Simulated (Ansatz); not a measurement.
AlNi

The calculation's input:

```
crystal:
  lattice:
    - [-2.862165552, 0.0, -2.862165552]
    - [0.0, -2.862165552, -2.862165552]
    - [-2.862165552, -2.862165552, 0.0]
  atoms:
    - { symbol: Al, position: [0.5, 0.5, 0.5] }
    - { symbol: Al, position: [0.0, 0.0, 0.0] }
    - { symbol: Ni, position: [0.2526203935, 0.2526203935, 0.2473796065] }
    - { symbol: Ni, position: [0.7473796065, 0.7473796065, 0.7526203935] }
basis:
  ecutwfc: 420
kpoints:
  mp_grid: { grid: [18, 18, 18] }
hamiltonian:
  xc: pbesol
scf:
  occupations: { method: gaussian, width: 0.15 }
output:
  forces: true
  stress: true
  eigenvalues: true
  write_density: true
  write_potential: true
  elf: true
  volumetric_format: npy
```

Run with:

```sh
ansatz run input.yaml --threads 2 --pin off --max-ram 5120MiB --backend cpu --events-out ev --progress --plain --runs-dir out
```

Below, planes, directions and counts refer to the conventional cell (a = 4.05 Å, b = 4.05 Å, c = 5.72 Å, α = 90.00°, β = 90.00°, γ = 90.00°).

Space group I4/mmm; computed without spin polarisation.

The calculation used Ansatz, DFT PBEsol, scalar-relativistic, plane waves, PAW.

Predict the valence pseudo-density and electron localisation function between the atoms.

Answer. Al–Ni (2.47 Å): ρ is about 0.31 e/Å³ halfway; the ELF is about 0.40 at the midpoint.

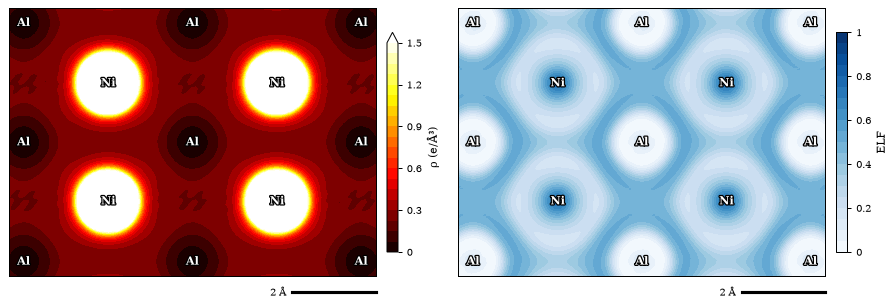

Computed valence pseudo-density and electron localisation function on the (100) plane of the conventional cell, in this order. 

Core electrons are frozen (PAW), and the valence fields are smoothed inside the atomic spheres.
